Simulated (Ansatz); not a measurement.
**Li2S: 7 runs along one coordinate**

System: Li2S (Fm-3m, 3 atoms in the cell).
Method: DFT, PBEsol, PAW with Ansatz's default frozen-core files, scalar-relativistic; harmonic phonons by finite displacements, no spin polarisation (Ansatz 0.2.0).

The 7 runs differ only in the geometry, by an even scaling of the cell at fixed fractional positions. The structure derives from an entry of the Crystallography Open Database.

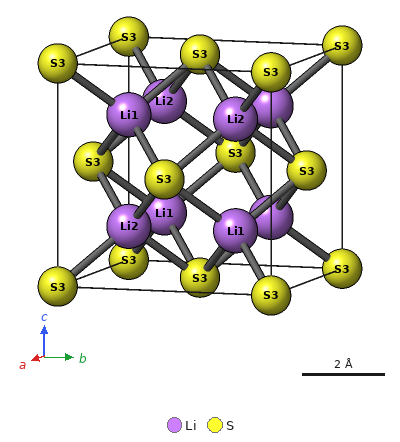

Figure 1. The structure of run 4 (ball-and-stick view of the cell 4 times as large as that of the calculation, set on its symmetry axes, seen slightly off an axis; atoms are numbered from 1 in the order of the input).

### Input of run 4
```yaml
crystal:
  lattice:
    - [2.75187471327, 2.75187471327, 0.0]
    - [-2.75187471327, 2.75187471327, 0.0]
    - [0.0, 2.75187471327, 2.75187471327]
  atoms:
    - { symbol: Li, position: [0.25, 0.75, 0.5] }
    - { symbol: Li, position: [0.75, 0.25, 0.5] }
    - { symbol: S, position: [0.0, 0.0, 0.0] }
kpoints:
  mp_grid: { grid: [8, 8, 8] }
scf:
  occupations: { method: fixed }
hamiltonian:
  xc: pbesol
  pseudopotentials: { kind: paw }
phonons:
  supercell: [1, 1, 1]
```

Command:
```bash
ansatz run input.yaml --threads 1 --pin off --max-ram 3072MiB --backend cpu --events-out ev --progress --plain --runs-dir out
```

Lattice vectors (Å) and fractional positions of run 4:
```
   2.751875    2.751875    0.000000
  -2.751875    2.751875    0.000000
   0.000000    2.751875    2.751875
Li  0.250000  0.750000  0.500000
Li  0.750000  0.250000  0.500000
S   0.000000  0.000000  0.000000
```

Run 6 differs from it as follows:
```diff
-    - [2.75187471327, 2.75187471327, 0.0]
-    - [-2.75187471327, 2.75187471327, 0.0]
-    - [0.0, 2.75187471327, 2.75187471327]
+    - [2.8273111141, 2.8273111141, 0.0]
+    - [-2.8273111141, 2.8273111141, 0.0]
+    - [0.0, 2.8273111141, 2.8273111141]
```

### Results, with one run withheld

```tsv
run	volume per atom (Å³)	free energy per atom, from the lowest run given (meV)	gap on the mesh (eV)
1	11.985	115.77	2.93
2	12.705	60.13	3.02
3	13.241	31.88	3.08
4	13.893	9.72	3.13
5	14.413	0.00	3.17
6	15.067	?	?
7	15.883	1.24	3.24
```

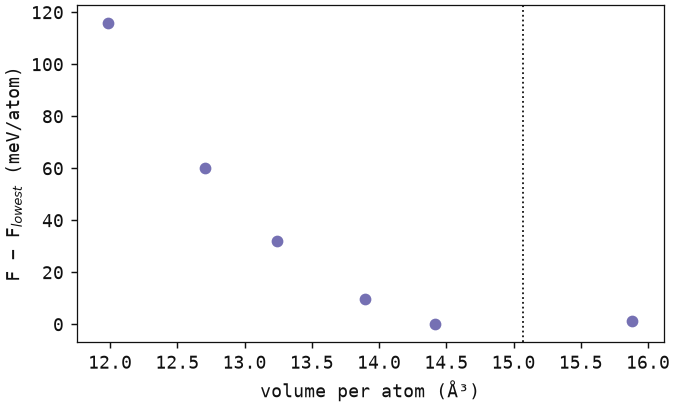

Figure 2. Free energy per atom of the runs given; the dotted line marks run 6.

What should run 6 give?

A cubic polynomial in V^(−2/3) (the Birch–Murnaghan form), fitted to the 6 runs given, misses them by at most 0.01 meV per atom. With x = V^(−2/3) − 0.17557 Å⁻², it reads F = 18.408 + 3840.2 x + 1.6327e+05 x² − 75140 x³ (meV per atom). At run 6 it gives −4.05 meV per atom, and the run itself gives −4.05. The fit has its minimum at 15.070 Å³ per atom, where V d²F/dV² gives 42.1 GPa: the bulk modulus at this level, since symmetry fixes the shape and the positions. The gap on the mesh goes, without turning, from 2.93 eV in run 1 to 3.24 eV in run 7; run 6 has 3.20 eV. These are gaps of this functional on this mesh, which can miss the band edges; they aren't the measured gap.

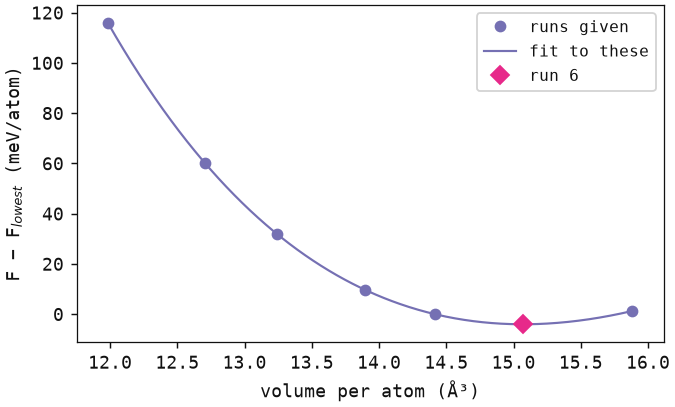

Figure 3. The fit and the withheld run.

### Output, shortened to warnings, some set-up lines, iterations and results (run 6)
```
Basis set: ecut = 420 eV, 893 PW (Γ), exchange–correlation on 54×54×54 points (8 copies of the dense FFT grid, shifted against one another)
Symmetry: 48 space group operations
k-points: 29 of 512
Initial density: superposition of atomic densities (neutral atoms: chi_scale 0, normalization atom), corrected by the library's trained network
[...]
SCF iter   1: F=—  HF=-1294.965159 eV  |F-HF|=—  |Δ(HF+E_count)|=         —  Δρ=3.11e-3  dr2=6.24e-3  ethr=1.77e-3  ⟨swp⟩=4.1  Hψ=1700  notcnv=0  defer=18
SCF iter   2: F=—  HF=-1294.961605 eV  |F-HF|=—  |Δ(HF+E_count)|=   3.55e-3  Δρ=1.00e-3  dr2=2.41e-4  ethr=5.20e-5  ⟨swp⟩=2.8  Hψ=692  notcnv=0  defer=52
SCF iter   3: F=—  HF=-1294.961411 eV  |F-HF|=—  |Δ(HF+E_count)|=   1.94e-4  Δρ=2.65e-4  dr2=2.37e-5  ethr=2.01e-6  ⟨swp⟩=2.0  Hψ=509  notcnv=0  defer=52
SCF iter   4: F=—  HF=-1294.961348 eV  |F-HF|=—  |Δ(HF+E_count)|=   6.36e-5  Δρ=4.33e-5  dr2=4.88e-7  ethr=1.98e-7  ⟨swp⟩=3.0  Hψ=452  notcnv=0
SCF iter   5: F=—  HF=-1294.961348 eV  |F-HF|=—  |Δ(HF+E_count)|=   1.78e-7  Δρ=4.93e-6  dr2=1.83e-8  ethr=4.07e-9  ⟨swp⟩=2.5  Hψ=415  notcnv=0
[... 13 lines ...]
SCF iter   3: F=—  HF=-1294.961339 eV  |F-HF|=—  |Δ(HF+E_count)|=   1.43e-7  Δρ=8.52e-6  dr2=1.64e-8  ethr=4.41e-9  ⟨swp⟩=2.0  Hψ=1312  notcnv=0
SCF iter   4: F=—  HF=-1294.961339 eV  |F-HF|=—  |Δ(HF+E_count)|=   8.11e-9  Δρ=1.91e-6  dr2=6.75e-10  ethr=1.36e-10  ⟨swp⟩=2.4  Hψ=1253  notcnv=0
SCF iter   5: F=—  HF=-1294.961339 eV  |F-HF|=—  |Δ(HF+E_count)|=  9.42e-10  Δρ=3.76e-7  dr2=8.22e-11  ethr=5.63e-12  ⟨swp⟩=2.1  Hψ=1297  notcnv=0
SCF iter   6: F=-1294.961339 eV  HF=-1294.961339 eV  |F-HF|=1.36e-12  |Δ(HF+E_count)|=  9.55e-12  Δρ=9.52e-8  dr2=2.98e-12  ethr=1.00e-12  ⟨swp⟩=4.0  Hψ=4004  notcnv=0
SCF 3 converged in 6 iterations: F = -1294.961339 eV  dr2 = 2.98e-12
SCF converged after 7 iterations
Free energy (F): -1294.961348 eV
Harris-Foulkes:  -1294.961348 eV  (|F-HF|=2.50e-12)
Internal energy: -1294.961348 eV  (E = F + TS)
E sigma→0 (E₀):  -1294.961348 eV
Fermi energy:    2.445354 eV
--- Per-component energies (eV) ---
  E_band       = -174.285532
  E_kinetic    = 152.716726
  E_local      = -363.938280  (includes V_loc(G=0)·N_el)
  E_nonlocal   = -37.747143
  E_hartree    = 110.038388
  E_xc         = -118.842997
  E_vxc        = -116.897976  (∫ρ·V_xc dr)
  E_paw        = -623.519510  (= ΣΔE_a)
  E_vpaw       = -28.495697  (= ΣTr[D̂ρ^β])
  E_aug_tail   = 0.000034  (compensation charges beyond the density's cutoff)
  E_ewald      = -413.730515
  E_core_change = 0.061949  (= ΣΔE_core)
  E_smearing   = -0.000000  (= −TS)
  E_closure    = 0.000000  (closes the sum)
  Σ components = -1294.961348   (vs F -1294.961348, Δ=0.00e0)
--- Forces (eV/Å), atoms counted from 1 ---
  atom   1  Li    -0.00000000     0.00000000     0.00000000
  atom   2  Li     0.00000000    -0.00000000    -0.00000000
  atom   3  S      0.00000000     0.00000000     0.00000000
  max |Σ_I F_I| component: 9.25e-18 eV/Å
--- Phonons: 2 displaced members + reference (amplitude 0.0025 Å, Σ member SCF iterations 13) ---
  symmetry images taken by strict's conditions (phonons.symmetry_images: auto; settled by no image being taken that strict refuses)
  ASR residual: 2.041e-4 → 0.000e0 eV/Å²; symmetrization residual: 4.605e-5 eV/Å²
  largest component of a force at the reference: 1.2e-17 eV/Å
  ASR residual per site (eV/Å²): 1.76e-4 1.76e-4 2.04e-4
  Γ frequencies (cm⁻¹): 0.00 0.00 0.00 334.94 334.94 334.94 384.70 384.70 384.70
  density of states and harmonic sums: on the 19×19×22 q-mesh, interpolated from the force constants of a 1×1×1 supercell (no non-analytic term)
  largest difference from the sums on the solved wave vectors: F 4.16e-1 eV, S 6.75e-4 and C_V 2.58e-4 eV/K
  zero-point energy: 0.156455 eV/cell   skipped modes (ω ≤ 0): 3   left out of the sums: 4.20e-5 of the cell's modes: C_V's classical limit lies that fraction below 3 k_B per atom; for a crystal, a wire or a layer, F and S can be off by more, and a phonons.interpolated_qmesh denser along its …
```
